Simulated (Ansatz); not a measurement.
# Be: a changed input and its effect

System: Be (P6₃/mmc, 2 atoms in the cell).
Method of run A: DFT with PBEsol, PAW plane waves, no spin polarisation (Ansatz 0.2.0).

The structure derives from an entry of the Crystallography Open Database. Text and figures count atoms from 1; the logs count them from 0 in places.

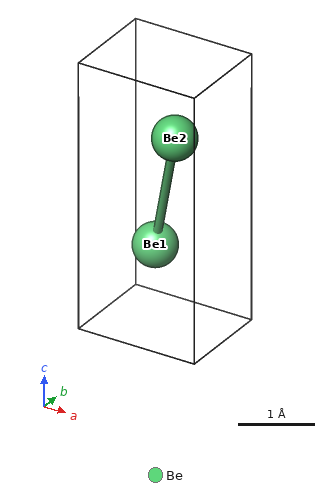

The structure as given in the input (ball-and-stick view of the cell of the calculation, seen slightly off an axis; atoms are numbered from 1 in the order of the input).

## Input, run A
```yaml
crystal:
  lattice:
    - [2.32235861, 0.0, 0.0]
    - [-1.16117931, 2.01122596, 0.0]
    - [0.0, 0.0, 3.63172021]
  atoms:
    - { symbol: Be, position: [0.33333, 0.66667, 0.25] }
    - { symbol: Be, position: [0.66666, 0.33333, 0.75] }
  symmetry: { tolerance: 0.0003 }
kpoints:
  mp_grid: { grid: [9, 9, 5], shift: [0, 0, 0] }
magnetization:
  spin_polarized: false
scf:
  occupations: { method: gaussian, width: 0.0413 }
hamiltonian:
  pseudopotentials: { kind: paw }
  xc: pbesol
basis:
  ecutwfc: 420
output:
  forces: true
  stress: true
  eigenvalues: true
  write_density: true
  write_potential: true
  elf: true
  volumetric_format: npy
```

Command:
```bash
ansatz run input.yaml --threads 1 --pin off --max-ram 2560MiB --backend cpu --events-out ev --progress --plain --runs-dir out
```

Hardware: 1 thread of Arm Neoverse V1, 24 GiB of memory available, shared host.

## Output, shortened to warnings, some set-up lines, iterations and results (run A)
```
Warning: the atoms were moved onto the symmetric positions of the space group found under crystal.symmetry.tolerance 3.0e-4 (fractional; no operation is sought that the atoms, as they stand in a round, miss by more than twice it, and no atom is moved by as much as it), and the run uses the moved positions. Before a round's move an operation carried an atom to 1.16e-5 Å from where it should land, …
Basis set: ecut = 420 eV, 313 PW (Γ), exchange–correlation on 32×32×50 points (8 copies of the dense FFT grid, shifted against one another)
Symmetry: 24 space group operations
k-points: 36 of 405
Initial density: superposition of atomic densities (neutral atoms: chi_scale 0, normalization atom), corrected by the library's trained network
[...]
SCF iter   1: F=—  HF=-180.674952 eV  |F-HF|=—  |Δ(HF+E_count)|=         —  Δρ=1.20e-3  dr2=1.85e-4  ethr=1.77e-3  ⟨swp⟩=5.5  Hψ=1974  notcnv=0
SCF iter   2: F=—  HF=-180.674886 eV  |F-HF|=—  |Δ(HF+E_count)|=   6.55e-5  Δρ=5.60e-4  dr2=3.85e-5  ethr=4.62e-6  ⟨swp⟩=1.5  Hψ=521  notcnv=0
SCF iter   3: F=—  HF=-180.674868 eV  |F-HF|=—  |Δ(HF+E_count)|=   1.80e-5  Δρ=1.61e-5  dr2=1.60e-8  ethr=9.62e-7  ⟨swp⟩=1.7  Hψ=246  notcnv=0
SCF iter   4: F=-180.674868 eV  HF=-180.674868 eV  |F-HF|=1.23e-10  |Δ(HF+E_count)|=   3.53e-8  Δρ=2.61e-6  dr2=4.04e-10  ethr=4.00e-10  ⟨swp⟩=2.0  Hψ=272  notcnv=0
SCF iter   5: F=-180.674868 eV  HF=-180.674868 eV  |F-HF|=1.02e-12  |Δ(HF+E_count)|=  1.05e-10  Δρ=3.14e-7  dr2=9.34e-12  ethr=1.01e-11  ⟨swp⟩=1.4  Hψ=230  notcnv=0
SCF iter   6: F=-180.674868 eV  HF=-180.674868 eV  |F-HF|=2.84e-14  |Δ(HF+E_count)|=  5.97e-13  Δρ=2.63e-8  dr2=1.02e-13  ethr=1.00e-12  ⟨swp⟩=3.1  Hψ=696  notcnv=0
SCF 1 converged in 6 iterations: F = -180.674868 eV  dr2 = 1.02e-13
SCF converged after 6 iterations
Free energy (F): -180.674868 eV
Harris-Foulkes:  -180.674868 eV  (|F-HF|=2.84e-14)
Internal energy: -180.674554 eV  (E = F + TS)
E sigma→0 (E₀):  -180.674711 eV
Entropy (-TS):   -0.000315 eV (-0.157 meV/atom)
Fermi energy:    7.227095 eV
--- Per-component energies (eV) ---
  E_band       = 10.448809
  E_kinetic    = 40.292767
  E_local      = 5.054466  (includes V_loc(G=0)·N_el)
  E_nonlocal   = 8.526652
  E_hartree    = 0.076590
  E_xc         = -38.753449
  E_vxc        = -40.968432  (∫ρ·V_xc dr)
  E_paw        = -114.340181  (= ΣΔE_a)
  E_vpaw       = -2.609823  (= ΣTr[D̂ρ^β])
  E_aug_tail   = -0.000001  (compensation charges beyond the density's cutoff)
  E_ewald      = -81.550460
  E_core_change = 0.019063  (= ΣΔE_core)
  E_smearing   = -0.000315  (= −TS)
  E_closure    = 0.000000  (closes the sum)
  Σ components = -180.674868   (vs F -180.674868, Δ=0.00e0)
--- Forces (eV/Å), atoms counted from 1 ---
  atom   1  Be     0.00000000     0.00000000     0.00000000
  atom   2  Be    -0.00000000    -0.00000000     0.00000000
  max |Σ_I F_I| component: 3.70e-17 eV/Å
--- Stress (GPa, compression-positive) ---
       -7.717403       0.000000       0.000000
        0.000000      -7.717403       0.000000
        0.000000       0.000000     -10.455325
  P = ⅓ Tr σ = -8.6300 GPa (-86.300 kbar)
```

For run B the input was changed thus:
```diff
+  dispersion: d4
-  ecutwfc: 420
+  ecutwfc: "14.7 Ry"
+  xc_grid: 1
-  write_density: true
-  write_potential: true
-  elf: true
-  volumetric_format: npy
```

How does run B compare with run A?

The total energies belong to different models, so their difference says nothing on which is more stable or more accurate. The pressure goes from −8.63 to −9.41 GPa. The number of SCF iterations is the same. The plane waves at Γ go from 313 to 111.

## Output, shortened to warnings, some set-up lines, iterations and results (run B)
```
Warning: the atoms were moved onto the symmetric positions of the space group found under crystal.symmetry.tolerance 3.0e-4 (fractional; no operation is sought that the atoms, as they stand in a round, miss by more than twice it, and no atom is moved by as much as it), and the run uses the moved positions. Before a round's move an operation carried an atom to 1.16e-5 Å from where it should land, …
Warning: basis.ecutwfc = 200.00368890801178 eV is below the records' recommended 420 eV, and the density's cutoff is lower with it unless basis.ecutrho_ratio is high enough to keep the records' density cutoff: compare with a run at a higher cutoff
Basis set: ecut = 200.00368890801178 eV, 111 PW (Γ)
Symmetry: 24 space group operations
k-points: 36 of 405
Initial density: superposition of atomic densities (neutral atoms: chi_scale 0, normalization atom), corrected by the library's trained network
[...]
SCF iter   1: F=—  HF=-180.639327 eV  |F-HF|=—  |Δ(HF+E_count)|=         —  Δρ=3.96e-3  dr2=8.96e-4  ethr=1.77e-3  ⟨swp⟩=5.0  Hψ=1808  notcnv=0
SCF iter   2: F=—  HF=-180.639441 eV  |F-HF|=—  |Δ(HF+E_count)|=   1.15e-4  Δρ=1.96e-3  dr2=2.01e-4  ethr=2.24e-5  ⟨swp⟩=1.0  Hψ=504  notcnv=0
SCF iter   3: F=—  HF=-180.639480 eV  |F-HF|=—  |Δ(HF+E_count)|=   3.85e-5  Δρ=6.62e-5  dr2=2.33e-7  ethr=5.03e-6  ⟨swp⟩=2.0  Hψ=285  notcnv=0
SCF iter   4: F=—  HF=-180.639480 eV  |F-HF|=—  |Δ(HF+E_count)|=   2.92e-7  Δρ=2.96e-6  dr2=6.03e-10  ethr=5.83e-9  ⟨swp⟩=1.1  Hψ=219  notcnv=0
SCF iter   5: F=-180.639480 eV  HF=-180.639480 eV  |F-HF|=2.84e-14  |Δ(HF+E_count)|=  3.55e-10  Δρ=2.71e-7  dr2=6.59e-12  ethr=1.51e-11  ⟨swp⟩=2.0  Hψ=276  notcnv=0
SCF iter   6: F=-180.639480 eV  HF=-180.639480 eV  |F-HF|=2.84e-14  |Δ(HF+E_count)|=    0.00e0  Δρ=7.02e-9  dr2=3.00e-15  ethr=1.00e-12  ⟨swp⟩=1.1  Hψ=549  notcnv=0
SCF 1 converged in 6 iterations: F = -180.639480 eV  dr2 = 3.00e-15
SCF converged after 6 iterations
Free energy (F): -180.639480 eV
Harris-Foulkes:  -180.639480 eV  (|F-HF|=2.84e-14)
Internal energy: -180.639165 eV  (E = F + TS)
E sigma→0 (E₀):  -180.639323 eV
Entropy (-TS):   -0.000315 eV (-0.157 meV/atom)
Fermi energy:    7.259140 eV
--- Per-component energies (eV) ---
  E_band       = 10.581546
  E_kinetic    = 40.181415
  E_local      = 5.360515  (includes V_loc(G=0)·N_el)
  E_nonlocal   = 8.449548
  E_hartree    = 0.082841
  E_xc         = -38.775203
  E_vxc        = -41.018264  (∫ρ·V_xc dr)
  E_paw        = -114.286775  (= ΣΔE_a)
  E_vpaw       = -2.557388  (= ΣTr[D̂ρ^β])
  E_aug_tail   = 0.000037  (compensation charges beyond the density's cutoff)
  E_ewald      = -81.550460
  E_disp       = -0.120147  (pairwise vdW)
  E_core_change = 0.019063  (= ΣΔE_core)
  E_smearing   = -0.000315  (= −TS)
  E_closure    = 0.000000  (closes the sum)
  Σ components = -180.639480   (vs F -180.639480, Δ=0.00e0)
--- Forces (eV/Å), atoms counted from 1 ---
  atom   1  Be    -0.00000000     0.00000000     0.00000000
  atom   2  Be     0.00000000    -0.00000000     0.00000000
  max |Σ_I F_I| component: 1.85e-17 eV/Å
--- Stress (GPa, compression-positive) ---
       -8.206548       0.000000       0.000000
        0.000000      -8.206548       0.000000
        0.000000       0.000000     -11.802841
  P = ⅓ Tr σ = -9.4053 GPa (-94.053 kbar)
```

## The two runs side by side

```csv
quantity,run A,run B
outcome,converged,converged
free energy per atom (eV),−90.3374,−90.3197
pressure (GPa),−8.63,−9.41
largest force (eV/Å),0.000,0.000
SCF iterations,6,6
irreducible k-points,36,36
plane waves at Γ,313,111
wall time (shared host),0.85 s,1.1 s
```

For run A: Warnings: the structure was made exactly symmetric. The cell is under a tension of 8.6 GPa at this level, so it is not at its equilibrium volume. For run B: These settings are looser than, or depart from, a standard set-up, so the numbers are not reference values for this system. Warnings: the cutoff is below the recommended one; the structure was made exactly symmetric.
